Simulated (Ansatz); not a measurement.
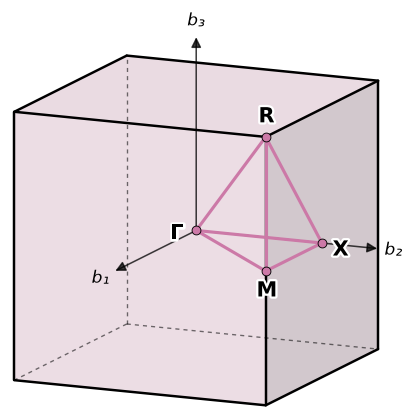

Crystal: Ti, the end point of a relaxation with Ansatz, DFT, PBEsol, plane waves (420 eV) with PAW, scalar-relativistic; the starting structure was generated, so it need not be a known form of this composition. The figure shows the first Brillouin zone with its special points and a band path. The drawing is computed from the coordinates (standard cell, symmetry found to 0.002 Å).

Labels and path follow the convention of Hinuma et al. (2017), as computed by seekpath; the arrows show the directions of the reciprocal primitive vectors b₁, b₂, b₃.

### Which Bravais lattice has this zone?

A simple cubic lattice (cP; extended symbol cP2). The zone is a cube: 6 faces (6 with 4 edges), 12 edges, 8 vertices.

### Write the standard path through the labelled points.

Γ–X–M–Γ–R–X | R–M
